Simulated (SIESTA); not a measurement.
## MoTe2: 7 runs along one coordinate

System: MoTe2 (6 atoms in the cell).
Method: Kohn-Sham DFT of a periodic cell, PBE, PseudoDojo 0.4 standard NC, numerical atomic orbitals, no spin polarisation (SIESTA 5.4.2).

The 7 runs differ only in the geometry, by an even scaling of the cell at fixed fractional positions. The structure derives from an entry of the Crystallography Open Database.

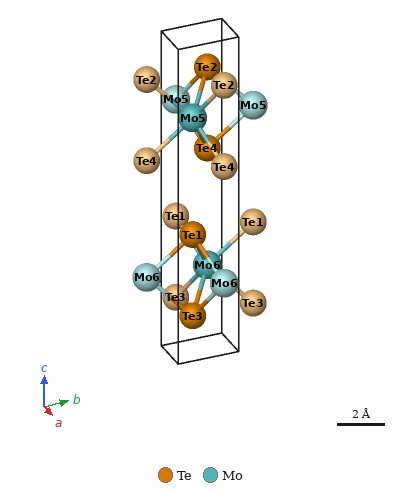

Figure 1. The structure of run 4 (ball-and-stick view of the cell of the calculation, seen slightly off an axis; neighbours outside the cell are drawn fainter; atoms are numbered from 1 in the order of the input).

### Input of run 4
```
SystemName                      Te2Mo
SystemLabel                     Te2Mo
NumberOfSpecies                 2
NumberOfAtoms                   6
%block ChemicalSpeciesLabel
  1  52 Te
  2  42 Mo
%endblock ChemicalSpeciesLabel

LatticeConstant                 1.0 Ang
%block LatticeVectors
     3.5182000000     0.0000000000     0.0000000000
    -1.7591000000     3.0468505756     0.0000000000
     0.0000000000     0.0000000000    13.9736000000
%endblock LatticeVectors
AtomicCoordinatesFormat         Fractional
%block AtomicCoordinatesAndAtomicSpecies
     0.6666666667     0.3333333333     0.3790000000  1  Te
     0.3333333333     0.6666666667     0.8790000000  1  Te
     0.6666666667     0.3333333333     0.1210000000  1  Te
     0.3333333333     0.6666666667     0.6210000000  1  Te
     0.6666666667     0.3333333333     0.7500000000  2  Mo
     0.3333333333     0.6666666667     0.2500000000  2  Mo
%endblock AtomicCoordinatesAndAtomicSpecies

%block kgrid.MonkhorstPack
    9   0   0  0.0
    0   9   0  0.0
    0   0   2  0.0
%endblock kgrid.MonkhorstPack
XC.Functional                   GGA
XC.Authors                      PBE
PAO.BasisSize                   DZDP
PAO.EnergyShift                 0.002 Ry
Mesh.Cutoff                     800 Ry
OccupationFunction              FD
ElectronicTemperature           0.05 eV
MaxSCFIterations                120
SCF.MustConverge                false
SCF.Mixer.Method                Pulay
SCF.Mixer.Weight                0.25
SCF.Mixer.History               8
SCF.DM.Tolerance                5.0e-05
SCF.H.Tolerance                 1.0e-03 eV
WriteForces                     true
Charge.Mulliken                 end
```

Command:
```bash
siesta Te2Mo.fdf > Te2Mo.out 2>&1
```

Run 3 differs from it as follows:
```diff
-     3.5182000000     0.0000000000     0.0000000000
-    -1.7591000000     3.0468505756     0.0000000000
-     0.0000000000     0.0000000000    13.9736000000
+     3.4945872080     0.0000000000     0.0000000000
+    -1.7472936040     3.0264012979     0.0000000000
+     0.0000000000     0.0000000000    13.8798146239
```

### Results, with one run withheld

```csv
run,volume per atom (Å³),"free energy per atom, from the lowest run given (meV)",pressure (GPa),gap on the mesh (eV)
1,23.467,117.62,14.34,0.76
2,23.966,77.92,11.12,0.77
3,24.466,?,?,?
4,24.965,25.57,6.03,0.80
5,25.464,10.40,3.72,0.80
6,25.963,2.21,1.61,0.81
7,26.463,0.00,−0.14,0.82
```

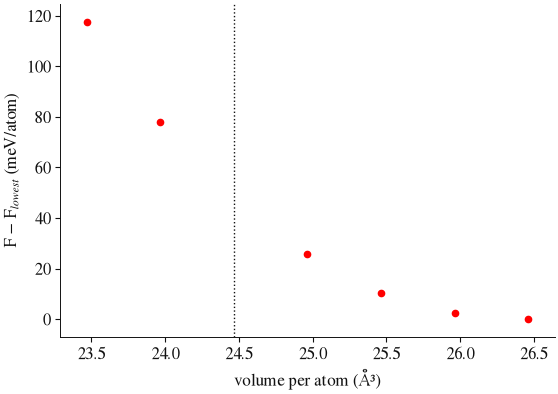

Figure 2. Free energy per atom of the runs given; the dotted line marks run 3.

Estimate the energy of run 3 from the others.

A cubic polynomial in V^(−2/3) (the Birch–Murnaghan form), fitted to the 6 runs given, misses them by at most 0.20 meV per atom. With x = V^(−2/3) − 0.11693 Å⁻², it reads F = 23.747 + 11409 x + 1.3814e+06 x² + 3.4894e+06 x³ (meV per atom). At run 3 it gives 47.58 meV per atom, and the run itself gives 47.85. The slope of the fit gives a pressure −dF/dV of 8.40 GPa there, and the run prints 8.31 GPa. The two needn't agree exactly: the fit is approximate, and the printed stress is taken on a finite basis. The fit has its minimum at 26.419 Å³ per atom, where V d²F/dV² gives 91.6 GPa. Cell shape and fractional positions are held, so this is the stiffness under even scaling; the relaxed bulk modulus wasn't computed and can be far lower in a crystal of layers, chains or molecules like this one. The gap on the mesh goes, without turning, from 0.76 eV in run 1 to 0.82 eV in run 7; run 3 has 0.79 eV. These are gaps of this functional on this mesh, which can miss the band edges; they aren't the measured gap.

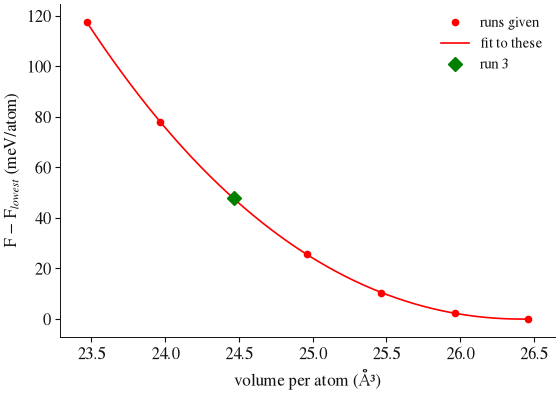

Figure 3. The fit and the withheld run.

### Some lines of the output (run 3)
```
[...]
outcell: Cell volume (Ang**3)        :    146.7932
stepf: Fermi-Dirac step function
siesta: Etot    =    -15230.788844
siesta: FreeEng =    -15230.788871
        iscf     Eharris(eV)        E_KS(eV)     FreeEng(eV)     dDmax    Ef(eV) dHmax(eV)
siesta: E_KS(eV) =           -15237.1235
siesta: E_KS - E_eggbox =    -15237.1235
siesta: Etot    =    -15237.123485
siesta: FreeEng =    -15237.123508
siesta:         Fermi =      -4.424421
siesta: Cell volume =        146.793242 Ang**3
    Orbital volume contribution        =           9.247259 eV
```

Notes: With a small basis of atomic orbitals these values can differ much from converged plane-wave results.
